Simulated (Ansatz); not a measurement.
```
CELL_PARAMETERS angstrom
3.95574 0.00000 0.00000
0.00000 4.04332 0.00000
0.00000 0.00000 26.86723
ATOMIC_POSITIONS crystal
Ti 0.50000 0.52317 0.28340
O 0.50000 0.96315 0.27955
O 0.00000 0.47851 0.27909
Ba 0.00000 0.00579 0.34912
O 0.50000 0.48852 0.35254
Ti 0.50000 0.52591 0.42704
O 0.50000 0.97654 0.42646
O 0.00000 0.48749 0.42646
Ba 0.00000 0.00942 0.50000
O 0.50000 0.48963 0.50000
Ti 0.50000 0.52591 0.57296
O 0.50000 0.97654 0.57354
O 0.00000 0.48749 0.57354
Ba 0.00000 0.00579 0.65088
O 0.50000 0.48852 0.64746
Ti 0.50000 0.52317 0.71660
O 0.50000 0.96315 0.72045
O 0.00000 0.47851 0.72091
```

Computed without spin polarisation.

Theory: DFT PBEsol, scalar-relativistic, plane waves, PAW (Ansatz 0.2.0).

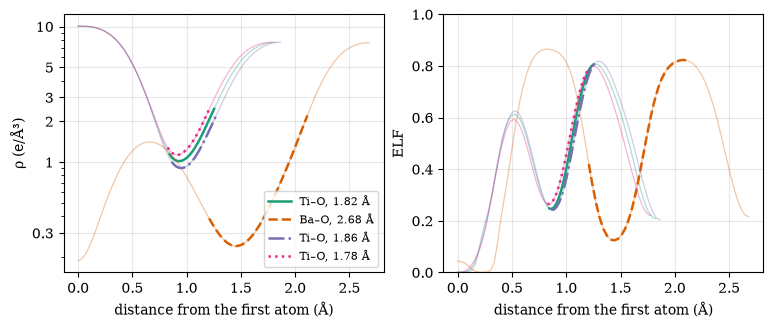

Ba₃Ti₄O₁₁ (slab). Valence electron density and ELF along straight lines between neighbouring atoms. Thin, pale parts lie inside the atomic spheres.

The density is the valence pseudo-density of a PAW calculation; it isn't the true density close to the nuclei.

### What can be read from the curves?

Ti–O (1.82 Å): ρ is about 1 e/Å³ halfway; the ELF peaks at about 0.80 in the valence shell of O, 0.5 Å from its nucleus, and is about 0.25 at the midpoint (no localised pair shows between them).
Ba–O (2.68 Å): ρ is about 0.27 e/Å³ halfway; the ELF is about 0.15 at the midpoint; an ionic contact with no shared pair.
Ti–O (1.86 Å): the density is about 0.91 e/Å³ at the midpoint; the ELF peaks at about 0.80 in the valence shell of O, 0.6 Å from its nucleus, and is about 0.25 at the midpoint; no localised pair shows between them.
Ti–O (1.78 Å): the density is about 1.1 e/Å³ at the midpoint; the ELF peaks at about 0.80 in the valence shell of O, 0.5 Å from its nucleus, and is about 0.30 at the midpoint; no localised pair shows between them.
